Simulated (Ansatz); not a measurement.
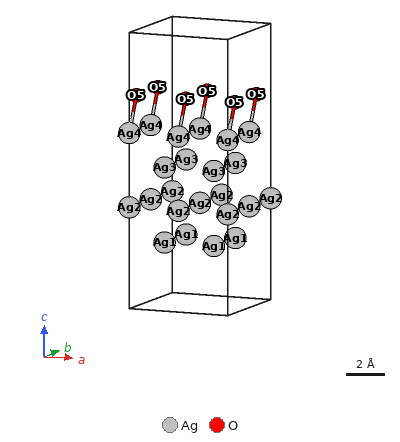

**Figure 1.** The starting structure (ball-and-stick view of the 2 × 2 repeat of the cell, with the vacuum cut short, seen slightly off an axis; atoms are numbered from 1 in the order of the input). An atom can appear more than once, as a periodic image.

**Geometry relaxation, with input and output: Ag₄O (part 1 of 3)**

System: Ag₄O (slab, 5 atoms in the cell).
Method: DFT PBEsol, scalar-relativistic, plane waves, PAW, no spin polarisation (Ansatz 0.2.0).

The structure derives from an entry of the Crystallography Open Database. The input holds or restrains some coordinates. Forces given for the steps count only the free coordinates. It belongs to a series of runs on one base structure; here: O over the place (0/3, 1/3) of the surface cell, its height relaxed. Figures and captions count atoms from 1; the log counts them from 0 in places.

### The input
```yaml
crystal:
  lattice:
    - [2.8669036825, 0.0, 0.0]
    - [0.0, 2.8669036825, 0.0]
    - [0.0, 0.0, 25.0816211046]
  atoms:
    - { symbol: Ag, position: [0.5, 0.5, 0.3388935654] }
    - { symbol: Ag, position: [0.0, 0.0, 0.4197179677] }
    - { symbol: Ag, position: [0.5, 0.5, 0.500816276] }
    - { symbol: Ag, position: [0.0, 0.0, 0.5799214924] }
    - { symbol: O, position: [0.0, 0.3333333333, 0.6556741717] }
basis:
  ecutwfc: 420
kpoints:
  mp_grid: { grid: [10, 10, 1] }
hamiltonian:
  xc: pbesol
scf:
  occupations: { method: gaussian, width: 0.1 }
output:
  forces: true
  eigenvalues: true
  write_density: true
  write_potential: true
  elf: true
  volumetric_format: npy
relax:
  adjacent_minimum: "off"
  f_tol: 0.02
  max_steps: 25
  constraints: [{ sites: [0, 1, 2, 3] }, { site: 4, fix: xy }]
efield:
  axis: 3
  dipole_correction: true
  ramp_width: 0.04
```

Run as:
```bash
ansatz run input.yaml --threads 2 --pin off --max-ram 5120MiB --backend cpu --events-out ev --progress --plain --runs-dir out
```

### What the program printed
```
Engine: ansatz 0.2.0, x86_64-unknown-linux-gnu
Pseudopotentials: kind: paw
Pseudopotential: Ag, paw, valence charge 19, recommended cutoff 420 eV (normal), Ag.paw.azcp
Pseudopotential: O, paw, valence charge 6, recommended cutoff 420 eV (normal), O.paw.azcp
Functional definition: PBEsol
  exchange = pbesol_x
  correlation = pbesol_c
Crystal: 5 atoms, lattice volume = 206.149 Å³
Basis set: ecut = 420 eV, 4047 PW (Γ), exchange–correlation on 40×40×360 points (8 copies of the dense FFT grid, shifted against one another)
Bands: 50, of which v1, the nominal top of the filled ones, is band 41 counted from 1 (40 counted from 0)
Symmetry: 2 space group operations
Space group: Pm (ITA 6), of the structure as read, at distance tolerance 5.9e-5 Å
k-points: 36 of 100 (time reversal used)
Non-local potential: Ag, projectors of the file, l = 0: 3, l = 1: 2, l = 2: 2, l = 3: 1
Non-local potential: O, projectors of the file, l = 0: 2, l = 1: 2, l = 2: 1
PAW form: soft (Blöchl's): semilocal exchange-correlation on the pseudo side does not see the compensation charge
PAW frozen core: Ag, regenerated for the run's functional, and the local potential with it (the file was generated under x = pbe(κ = 0.804, μ = 0.2195149727645171), c = pbe(β = 0.06672455060314922))
PAW frozen core: O, regenerated for the run's functional, and the local potential with it (the file was generated under x = pbe(κ = 0.804, μ = 0.2195149727645171), c = pbe(β = 0.06672455060314922))
PAW one-centre angular grid: Ag, 590 points (default); XC on 64 Gauss nodes
PAW one-centre angular grid: O, 110 points (default); XC on 64 Gauss nodes
Initial density: superposition of atomic densities (neutral atoms: chi_scale 0, normalization atom), corrected by the library's trained network
Initial wavefunctions: pseudopotential atomic-orbital guess
Functional: x = pbesol(κ = 0.804, μ = 0.12345679012345678), c = pbesol(β = 0.046)
SCF iter   1: F=—  HF=-30644.509376 eV  |F-HF|=—  |Δ(HF+E_count)|=         —  Δρ=2.29e-2  dr2=6.52e0  ethr=1.77e-3  p=-0.237 e·Å  D=-2.08e-1 V/Å  ΔV_dip=5.21 eV  dr2_dipole=2.87e0  V_vac-E_F(+/−)=9.02/3.81 eV  ⟨swp⟩=10.1  Hψ=8584  notcnv=0  defer=41
efield: sawtooth ramp at fractional position 0.9773 (placed from the atoms, in the widest stretch of the axis that holds none; the zero of the levels goes with the place), width 0.0400; the density the first Hamiltonian is built on has a dipole p = -0.237 e·Å; the dipole correction subtracts the counter field D = -2.08e-1 V/Å, which shifts the + side's vacuum level by +5.21 eV against the − side's; the planar-averaged density in the ramp window peaks in size at 6.8e-6 e/Å³
preconditioner: auto → LDOS  [metal: Δε(μ)=0.010 eV  Ē_g=9.587 eV  σ=0.100 eV  W_gap=0.06  n_scr=46 (ndim 8)  ℏωp=18.3 eV  f_vac=0.581  D(μ)=3.43/eV (n_scr^D=12)  β→1.0]
SCF iter   2: F=—  HF=-30644.364194 eV  |F-HF|=—  |Δ(HF+E_count)|=   1.45e-1  Δρ=1.05e-2  dr2=1.51e-1  ethr=1.77e-3  p=-0.215 e·Å  D=-1.89e-1 V/Å  ΔV_dip=4.73 eV  dr2_dipole=5.46e-4  V_vac-E_F(+/−)=9.10/4.37 eV  ⟨swp⟩=3.0  Hψ=3007  notcnv=0  defer=114
SCF iter   3: F=—  HF=-30644.342523 eV  |F-HF|=—  |Δ(HF+E_count)|=   2.17e-2  Δρ=2.59e-3  dr2=1.70e-2  ethr=1.84e-4  p=-0.215 e·Å  D=-1.89e-1 V/Å  ΔV_dip=4.74 eV  dr2_dipole=3.21e-6  V_vac-E_F(+/−)=9.13/4.39 eV  ⟨swp⟩=2.1  Hψ=2979  notcnv=0  defer=114
SCF iter   4: F=—  HF=-30644.344564 eV  |F-HF|=—  |Δ(HF+E_count)|=   2.04e-3  Δρ=1.10e-3  dr2=3.32e-3  ethr=2.07e-5  p=-0.215 e·Å  D=-1.89e-1 V/Å  ΔV_dip=4.73 eV  dr2_dipole=1.15e-4  V_vac-E_F(+/−)=9.14/4.41 eV  ⟨swp⟩=3.3  Hψ=3827  notcnv=0  defer=113
SCF iter   5: F=—  HF=-30644.345297 eV  |F-HF|=—  |Δ(HF+E_count)|=   7.33e-4  Δρ=5.43e-4  dr2=9.73e-4  ethr=4.05e-6  p=-0.215 e·Å  D=-1.89e-1 V/Å  ΔV_dip=4.73 eV  dr2_dipole=1.79e-5  V_vac-E_F(+/−)=9.15/4.42 eV  ⟨swp⟩=2.2  Hψ=2465  notcnv=0  defer=113
SCF iter   6: F=—  HF=-30644.345492 eV  |F-HF|=—  |Δ(HF+E_count)|=   1.94e-4  Δρ=8.92e-5  dr2=7.67e-5  ethr=1.19e-6  p=-0.215 e·Å  D=-1.89e-1 V/Å  ΔV_dip=4.73 eV  dr2_dipole=1.37e-5  V_vac-E_F(+/−)=9.16/4.42 eV  ⟨swp⟩=2.1  Hψ=2069  notcnv=0  defer=113
SCF iter   7: F=—  HF=-30644.345498 eV  |F-HF|=—  |Δ(HF+E_count)|=   6.49e-6  Δρ=4.74e-5  dr2=1.52e-5  ethr=1.22e-8  p=-0.215 e·Å  D=-1.89e-1 V/Å  ΔV_dip=4.74 eV  dr2_dipole=1.42e-6  V_vac-E_F(+/−)=9.16/4.42 eV  ⟨swp⟩=23.6  Hψ=18836  notcnv=0
iter 8 did not close the SCF: its close was put off until two iterations running show no level that it waits for move by more than its bar (scf_convergence_deferred on its scf_iter line)
SCF iter   8: F=-30644.345499 eV  HF=-30644.345501 eV  |F-HF|=1.88e-6  |Δ(HF+E_count)|=   3.10e-6  Δρ=2.02e-5  dr2=2.31e-6  ethr=1.22e-8  p=-0.215 e·Å  D=-1.89e-1 V/Å  ΔV_dip=4.74 eV  dr2_dipole=2.94e-7  V_vac-E_F(+/−)=9.16/4.42 eV  ⟨swp⟩=15.5  Hψ=15249  notcnv=0
SCF iter   9: F=-30644.345502 eV  HF=-30644.345501 eV  |F-HF|=3.22e-7  |Δ(HF+E_count)|=   1.01e-7  Δρ=4.86e-6  dr2=8.46e-8  ethr=2.81e-9  p=-0.215 e·Å  D=-1.89e-1 V/Å  ΔV_dip=4.74 eV  dr2_dipole=3.07e-8  V_vac-E_F(+/−)=9.16/4.42 eV  ⟨swp⟩=12.1  Hψ=14044  notcnv=0
SCF 1 converged in 9 iterations: F = -30644.345502 eV  dr2 = 8.46e-8
  greatest PAW one-centre occupation: 1.001 electrons in one spin orbital (limit 2), on the Ag atom at site 3 (counted from 0), in its partial waves of l = 0
relax step   1: F+E_penalty+E_count = -30644.34550154 eV  Δ(F+E_penalty+E_count) = +0.000e0 eV  max|allowed force component| = 1.512e0 eV/Å  Δτ_max = 0.0000 Å  (9 SCF iters, dr2 threshold 1.00e-5 eV, accepted)
Initial density: handed on by an earlier stage of this run
Initial wavefunctions: those handed on with the density
iter 1 solved again at ethr=2.37e-3 eV; its pass at ethr=3.10e-3 eV (dr2=1.94e0 eV) is discarded
SCF iter   1: F=—  HF=-30644.584996 eV  |F-HF|=—  |Δ(HF+E_count)|=         —  Δρ=1.99e-2  dr2=1.90e0  ethr=2.37e-3  p=-0.215 e·Å  D=-1.89e-1 V/Å  ΔV_dip=4.74 eV  dr2_dipole=5.38e-1  V_vac-E_F(+/−)=9.28/4.54 eV  ⟨swp⟩=1.0  Hψ=5324  notcnv=0  defer=108
efield: sawtooth ramp at fractional position 0.9773 (handed on by an earlier solve), width 0.0400; the density the first Hamiltonian is built on has a dipole p = -0.215 e·Å; the dipole correction subtracts the counter field D = -1.89e-1 V/Å, which shifts the + side's vacuum level by +4.74 eV against the − side's; the planar-averaged density in the ramp window peaks in size at 1.2e-6 e/Å³
preconditioner: auto → LDOS  [metal: Δε(μ)=0.033 eV  Ē_g=9.797 eV  σ=0.100 eV  W_gap=0.18  n_scr=46 (ndim 8)  ℏωp=18.3 eV  f_vac=0.586  D(μ)=6.08/eV (n_scr^D=38)  β→1.0]
SCF iter   2: F=—  HF=-30644.537448 eV  |F-HF|=—  |Δ(HF+E_count)|=   4.75e-2  Δρ=8.31e-3  dr2=1.42e-1  ethr=2.32e-3  p=-0.211 e·Å  D=-1.85e-1 V/Å  ΔV_dip=4.65 eV  dr2_dipole=1.09e-2  V_vac-E_F(+/−)=9.09/4.45 eV  ⟨swp⟩=1.8  Hψ=1761  notcnv=0  defer=108
SCF iter   3: F=—  HF=-30644.530378 eV  |F-HF|=—  |Δ(HF+E_count)|=   7.07e-3  Δρ=5.49e-3  dr2=6.22e-2  ethr=1.74e-4  p=-0.211 e·Å  D=-1.85e-1 V/Å  ΔV_dip=4.64 eV  dr2_dipole=3.55e-3  V_vac-E_F(+/−)=9.06/4.41 eV  ⟨swp⟩=2.2  Hψ=3039  notcnv=0  defer=113
SCF iter   4: F=—  HF=-30644.526881 eV  |F-HF|=—  |Δ(HF+E_count)|=   3.50e-3  Δρ=2.42e-3  dr2=1.88e-2  ethr=7.58e-5  p=-0.208 e·Å  D=-1.83e-1 V/Å  ΔV_dip=4.58 eV  dr2_dipole=5.27e-4  V_vac-E_F(+/−)=9.00/4.42 eV  ⟨swp⟩=1.1  Hψ=1750  notcnv=0  defer=113
SCF iter   5: F=—  HF=-30644.526056 eV  |F-HF|=—  |Δ(HF+E_count)|=   8.25e-4  Δρ=1.02e-3  dr2=3.10e-3  ethr=2.30e-5  p=-0.207 e·Å  D=-1.82e-1 V/Å  ΔV_dip=4.55 eV  dr2_dipole=1.79e-7  V_vac-E_F(+/−)=8.97/4.42 eV  ⟨swp⟩=1.6  Hψ=1752  notcnv=0  defer=113
SCF iter   6: F=—  HF=-30644.526028 eV  |F-HF|=—  |Δ(HF+E_count)|=   2.71e-5  Δρ=2.26e-4  dr2=1.71e-4  ethr=3.77e-6  p=-0.206 e·Å  D=-1.81e-1 V/Å  ΔV_dip=4.54 eV  dr2_dipole=3.01e-5  V_vac-E_F(+/−)=8.96/4.42 eV  ⟨swp⟩=2.0  Hψ=2561  notcnv=0  defer=115
SCF iter   7: F=-30644.526030 eV  HF=-30644.526044 eV  |F-HF|=1.41e-5  |Δ(HF+E_count)|=   1.53e-5  Δρ=7.78e-5  dr2=2.76e-5  ethr=1.22e-7  p=-0.207 e·Å  D=-1.81e-1 V/Å  ΔV_dip=4.55 eV  dr2_dipole=2.86e-7  V_vac-E_F(+/−)=8.97/4.42 eV  ⟨swp⟩=21.1  Hψ=18737  notcnv=0
SCF 2 converged in 7 iterations: F = -30644.526030 eV  dr2 = 2.76e-5
relax step   2: F+E_penalty+E_count = -30644.52602967 eV  Δ(F+E_penalty+E_count) = -1.805e-1 eV  max|allowed force component| = 8.734e-1 eV/Å  Δτ_max = 0.1461 Å  (7 SCF iters, dr2 threshold 1.00e-4 eV, accepted)
iter 1 solved again at ethr=2.86e-3 eV; its pass at ethr=3.10e-3 eV (dr2=2.34e0 eV) is discarded
SCF iter   1: F=—  HF=-30644.660514 eV  |F-HF|=—  |Δ(HF+E_count)|=         —  Δρ=2.56e-2  dr2=2.31e0  ethr=2.86e-3  p=-0.207 e·Å  D=-1.81e-1 V/Å  ΔV_dip=4.55 eV  dr2_dipole=5.19e-1  V_vac-E_F(+/−)=9.07/4.51 eV  ⟨swp⟩=1.0  Hψ=5943  notcnv=0  defer=109
efield: sawtooth ramp at fractional position 0.9773 (handed on by an earlier solve), width 0.0400; the density the first Hamiltonian is built on has a dipole p = -0.207 e·Å; the dipole correction subtracts the counter field D = -1.81e-1 V/Å, which shifts the + side's vacuum level by +4.55 eV against the − side's; the planar-averaged density in the ramp window peaks in size at 1.2e-6 e/Å³
preconditioner: auto → LDOS  [metal: Δε(μ)=0.008 eV  Ē_g=9.924 eV  σ=0.100 eV  W_gap=0.05  n_scr=46 (ndim 8)  ℏωp=18.3 eV  f_vac=0.591  D(μ)=4.71/eV (n_scr^D=16)  β→1.0]
SCF iter   2: F=—  HF=-30644.590578 eV  |F-HF|=—  |Δ(HF+E_count)|=   6.99e-2  Δρ=1.40e-2  dr2=2.14e-1  ethr=2.82e-3  p=-0.199 e·Å  D=-1.74e-1 V/Å  ΔV_dip=4.37 eV  dr2_dipole=1.19e-3  V_vac-E_F(+/−)=8.75/4.38 eV  ⟨swp⟩=2.0  Hψ=1792  notcnv=0  defer=109
SCF iter   3: F=—  HF=-30644.570848 eV  |F-HF|=—  |Δ(HF+E_count)|=   1.97e-2  Δρ=8.26e-3  dr2=1.49e-1  ethr=2.61e-4  p=-0.198 e·Å  D=-1.74e-1 V/Å  ΔV_dip=4.36 eV  dr2_dipole=7.30e-3  V_vac-E_F(+/−)=8.77/4.41 eV  ⟨swp⟩=2.1  Hψ=3076  notcnv=0  defer=117
SCF iter   4: F=—  HF=-30644.562355 eV  |F-HF|=—  |Δ(HF+E_count)|=   8.49e-3  Δρ=3.34e-3  dr2=4.15e-2  ethr=1.81e-4  p=-0.195 e·Å  D=-1.71e-1 V/Å  ΔV_dip=4.30 eV  dr2_dipole=4.57e-4  V_vac-E_F(+/−)=8.70/4.40 eV  ⟨swp⟩=1.0  Hψ=1702  notcnv=0  defer=120
SCF iter   5: F=—  HF=-30644.559866 eV  |F-HF|=—  |Δ(HF+E_count)|=   2.49e-3  Δρ=7.99e-4  dr2=3.33e-3  ethr=5.06e-5  p=-0.193 e·Å  D=-1.69e-1 V/Å  ΔV_dip=4.24 eV  dr2_dipole=2.00e-5  V_vac-E_F(+/−)=8.65/4.41 eV  ⟨swp⟩=2.0  Hψ=1875  notcnv=0  defer=120
SCF iter   6: F=—  HF=-30644.560009 eV  |F-HF|=—  |Δ(HF+E_count)|=   1.43e-4  Δρ=2.60e-4  dr2=1.75e-4  ethr=4.06e-6  p=-0.193 e·Å  D=-1.69e-1 V/Å  ΔV_dip=4.25 eV  dr2_dipole=6.99e-6  V_vac-E_F(+/−)=8.67/4.42 eV  ⟨swp⟩=2.0  Hψ=2707  notcnv=0  defer=120
SCF iter   7: F=—  HF=-30644.560011 eV  |F-HF|=—  |Δ(HF+E_count)|=   1.44e-6  Δρ=2.05e-4  dr2=9.45e-5  ethr=2.13e-7  p=-0.194 e·Å  D=-1.71e-1 V/Å  ΔV_dip=4.28 eV  dr2_dipole=3.55e-6  V_vac-E_F(+/−)=8.69/4.41 eV  ⟨swp⟩=2.7  Hψ=3300  notcnv=0  defer=120
SCF iter   8: F=-30644.559980 eV  HF=-30644.559994 eV  |F-HF|=1.40e-5  |Δ(HF+E_count)|=   1.68e-5  Δρ=7.61e-5  dr2=1.73e-5  ethr=5.81e-8  p=-0.195 e·Å  D=-1.71e-1 V/Å  ΔV_dip=4.29 eV  dr2_dipole=6.44e-7  V_vac-E_F(+/−)=8.70/4.42 eV  ⟨swp⟩=21.1  Hψ=18798  notcnv=0
SCF 3 converged in 8 iterations: F = -30644.559980 eV  dr2 = 1.73e-5
relax step   3: F+E_penalty+E_count = -30644.55997990 eV  Δ(F+E_penalty+E_count) = -3.395e-2 eV  max|allowed force component| = 6.382e-1 eV/Å  Δτ_max = 0.1575 Å  (8 SCF iters, dr2 threshold 4.77e-5 eV, accepted)
iter 1 solved again at ethr=3.07e-4 eV; its pass at ethr=3.10e-3 eV (dr2=2.52e-1 eV) is discarded
SCF iter   1: F=—  HF=-30644.590156 eV  |F-HF|=—  |Δ(HF+E_count)|=         —  Δρ=8.81e-3  dr2=2.50e-1  ethr=3.07e-4  p=-0.195 e·Å  D=-1.71e-1 V/Å  ΔV_dip=4.29 eV  dr2_dipole=5.50e-2  V_vac-E_F(+/−)=8.67/4.38 eV  ⟨swp⟩=1.1  Hψ=4709  notcnv=0  defer=115
efield: sawtooth ramp at fractional position 0.9773 (handed on by an earlier solve), width 0.0400; the density the first Hamiltonian is built on has a dipole p = -0.195 e·Å; the dipole correction subtracts the counter field D = -1.71e-1 V/Å, which shifts the + side's vacuum level by +4.29 eV against the − side's; the planar-averaged density in the ramp window peaks in size at 1.4e-6 e/Å³
preconditioner: auto → LDOS  [metal: Δε(μ)=0.013 eV  Ē_g=9.886 eV  σ=0.100 eV  W_gap=0.07  n_scr=46 (ndim 8)  ℏωp=18.3 eV  f_vac=0.590  D(μ)=4.17/eV (n_scr^D=14)  β→1.0]
SCF iter   2: F=—  HF=-30644.578362 eV  |F-HF|=—  |Δ(HF+E_count)|=   1.18e-2  Δρ=4.64e-3  dr2=2.22e-2  ethr=3.05e-4  p=-0.198 e·Å  D=-1.74e-1 V/Å  ΔV_dip=4.36 eV  dr2_dipole=1.03e-5  V_vac-E_F(+/−)=8.77/4.42 eV  ⟨swp⟩=1.7  Hψ=1764  notcnv=0  defer=115
SCF iter   3: F=—  HF=-30644.576961 eV  |F-HF|=—  |Δ(HF+E_count)|=   1.40e-3  Δρ=3.05e-3  dr2=1.10e-2  ethr=2.71e-5  p=-0.198 e·Å  D=-1.74e-1 V/Å  ΔV_dip=4.36 eV  dr2_dipole=6.21e-6  V_vac-E_F(+/−)=8.78/4.43 eV  ⟨swp⟩=2.0  Hψ=2735  notcnv=0  defer=115
SCF iter   4: F=—  HF=-30644.575985 eV  |F-HF|=—  |Δ(HF+E_count)|=   9.76e-4  Δρ=9.42e-4  dr2=3.10e-3  ethr=1.34e-5  p=-0.199 e·Å  D=-1.75e-1 V/Å  ΔV_dip=4.38 eV  dr2_dipole=1.11e-5  V_vac-E_F(+/−)=8.80/4.42 eV  ⟨swp⟩=1.2  Hψ=1741  notcnv=0  defer=115
SCF iter   5: F=—  HF=-30644.575992 eV  |F-HF|=—  |Δ(HF+E_count)|=   7.00e-6  Δρ=2.05e-4  dr2=2.36e-4  ethr=3.79e-6  p=-0.200 e·Å  D=-1.76e-1 V/Å  ΔV_dip=4.41 eV  dr2_dipole=5.94e-6  V_vac-E_F(+/−)=8.83/4.42 eV  ⟨swp⟩=2.0  Hψ=1991  notcnv=0  defer=115
SCF iter   6: F=-30644.576013 eV  HF=-30644.576015 eV  |F-HF|=1.70e-6  |Δ(HF+E_count)|=   2.32e-5  Δρ=6.53e-5  dr2=1.34e-5  ethr=1.22e-7  p=-0.200 e·Å  D=-1.76e-1 V/Å  ΔV_dip=4.41 eV  dr2_dipole=2.52e-9  V_vac-E_F(+/−)=8.83/4.42 eV  ⟨swp⟩=20.5  Hψ=18809  notcnv=0
SCF 4 converged in 6 iterations: F = -30644.576013 eV  dr2 = 1.34e-5
relax step   4: F+E_penalty+E_count = -30644.57601339 eV  Δ(F+E_penalty+E_count) = -1.603e-2 eV  max|allowed force component| = 4.059e-2 eV/Å  Δτ_max = 0.0560 Å  (6 SCF iters, dr2 threshold 1.00e-4 eV, accepted)
iter 1 solved again at ethr=1.65e-8 eV; its pass at ethr=3.10e-3 eV (dr2=1.35e-5 eV) is discarded
SCF iter   1: F=—  HF=-30644.575991 eV  |F-HF|=—  |Δ(HF+E_count)|=         —  Δρ=6.56e-5  dr2=1.35e-5  ethr=1.65e-8  p=-0.200 e·Å  D=-1.76e-1 V/Å  ΔV_dip=4.41 eV  dr2_dipole=5.78e-9  V_vac-E_F(+/−)=8.83/4.42 eV  ⟨swp⟩=1.0  Hψ=4464  notcnv=0
efield: sawtooth ramp at fractional position 0.9773 (handed on by an earlier solve), width 0.0400; the density the first Hamiltonian is built on has a dipole p = -0.200 e·Å; the dipole correction subtracts the counter field D = -1.76e-1 V/Å, which shifts the + side's vacuum level by +4.41 eV against the − side's; the planar-averaged density in the ramp window peaks in size at 1.8e-6 e/Å³
preconditioner: auto → LDOS  [metal: Δε(μ)=0.041 eV  Ē_g=9.904 eV  σ=0.100 eV  W_gap=0.22  n_scr=46 (ndim 8)  ℏωp=18.3 eV  f_vac=0.590  D(μ)=5.02/eV (n_scr^D=16)  β→1.0]
SCF iter   2: F=—  HF=-30644.576020 eV  |F-HF|=—  |Δ(HF+E_count)|=   2.90e-5  Δρ=4.64e-5  dr2=5.26e-6  ethr=1.65e-8  p=-0.200 e·Å  D=-1.76e-1 V/Å  ΔV_dip=4.41 eV  dr2_dipole=2.83e-7  V_vac-E_F(+/−)=8.83/4.42 eV  ⟨swp⟩=2.0  Hψ=2541  notcnv=0
SCF iter   3: F=—  HF=-30644.576020 eV  |F-HF|=—  |Δ(HF+E_count)|=   2.90e-7  Δρ=2.86e-5  dr2=2.36e-6  ethr=6.41e-9  p=-0.200 e·Å  D=-1.76e-1 V/Å  ΔV_dip=4.40 eV  dr2_dipole=1.71e-7  V_vac-E_F(+/−)=8.82/4.42 eV  ⟨swp⟩=2.1  Hψ=2630  notcnv=0
SCF iter   4: F=—  HF=-30644.576020 eV  |F-HF|=—  |Δ(HF+E_count)|=   6.49e-8  Δρ=1.41e-5  dr2=3.85e-7  ethr=2.88e-9  p=-0.200 e·Å  D=-1.76e-1 V/Å  ΔV_dip=4.40 eV  dr2_dipole=1.10e-9  V_vac-E_F(+/−)=8.82/4.42 eV  ⟨swp⟩=2.0  Hψ=2532  notcnv=0
iter 5 did not close the SCF: its close was put off until two iterations running show no level that it waits for move by more than its bar (scf_convergence_deferred on its scf_iter line)
SCF iter   5: F=-30644.576021 eV  HF=-30644.576021 eV  |F-HF|=1.05e-7  |Δ(HF+E_count)|=   2.15e-7  Δρ=5.22e-6  dr2=6.99e-8  ethr=1.22e-10  p=-0.200 e·Å  D=-1.75e-1 V/Å  ΔV_dip=4.40 eV  dr2_dipole=2.09e-9  V_vac-E_F(+/−)=8.82/4.42 eV  ⟨swp⟩=13.7  Hψ=15297  notcnv=0
iter 6 did not close the SCF: its close was put off until two iterations running show no level that it waits for move by more than its bar (scf_convergence_deferred on its scf_iter line)
SCF iter   6: F=-30644.576021 eV  HF=-30644.576021 eV  |F-HF|=3.91e-8  |Δ(HF+E_count)|=   1.04e-7  Δρ=2.29e-6  dr2=1.70e-8  ethr=8.53e-11  p=-0.200 e·Å  D=-1.75e-1 V/Å  ΔV_dip=4.40 eV  dr2_dipole=4.73e-10  V_vac-E_F(+/−)=8.82/4.42 eV  ⟨swp⟩=10.9  Hψ=12732  notcnv=0
SCF iter   7: F=-30644.576021 eV  HF=-30644.576021 eV  |F-HF|=1.50e-8  |Δ(HF+E_count)|=   3.53e-8  Δρ=1.01e-6  dr2=3.72e-9  ethr=2.07e-11  p=-0.200 e·Å  D=-1.75e-1 V/Å  ΔV_dip=4.40 eV  dr2_dipole=2.42e-12  V_vac-E_F(+/−)=8.82/4.42 eV  ⟨swp⟩=9.9  Hψ=11584  notcnv=0
SCF 5 converged in 7 iterations: F = -30644.576021 eV  dr2 = 3.72e-9
relax step   5: F+E_penalty+E_count = -30644.57602080 eV  Δ(F+E_penalty+E_count) = -7.409e-6 eV  max|allowed force component| = 3.744e-2 eV/Å  Δτ_max = 0.0000 Å  (7 SCF iters, accepted)
```
